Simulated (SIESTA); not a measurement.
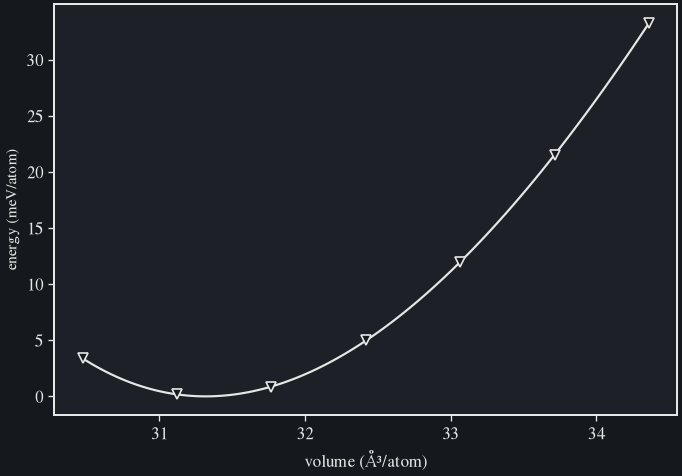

The figure shows the energy against volume for Pb, space group C2/m (No. 12).

The given structure:
```yaml
crystal:
  lattice:
    - [3.03861, -1.75032, 0.00000]
    - [3.03861, 1.75032, 0.00000]
    - [-2.11546, 0.00000, 6.09522]
  atoms:
    - { symbol: Pb, position: [0.90851, 0.90851, 0.72629] }
    - { symbol: Pb, position: [0.09149, 0.09149, 0.27371] }
```

Calculation (SIESTA 5.4.2): DFT in numerical atomic orbitals with pseudopotentials, no spin polarisation; energies at scaled volumes of the given cell, shape and fractions fixed, counted from the fit's minimum, third-order Birch-Murnaghan fit. Level: PBEsol.

k mesh 9×9×5; occupations Fermi–Dirac; smearing width 0.05 eV; potentials PseudoDojo 0.4 standard, converted to PSML, two zetas on semicore shells; program settings basis DZP, mesh cutoff 500 Ry.

From this curve and the settings, what does the calculation give for the pressure at the same points?

The pressure falls from 1.33 GPa at volume 30.47 Å³/atom to −3.18 GPa at 34.36 Å³/atom, and changes sign near 31.34 Å³/atom.

```tsv
volume (Å³/atom)	pressure (GPa)
30.47	1.33
31.12	0.29
31.77	-0.57
32.42	-1.36
33.07	-2.05
33.71	-2.63
34.36	-3.18
```

Keep in mind: mulliken charges of long orbitals; spin-orbit coupling left out, heavy elements; shape and atomic fractions are frozen while scaling, which makes layered, chain and framework solids too stiff.
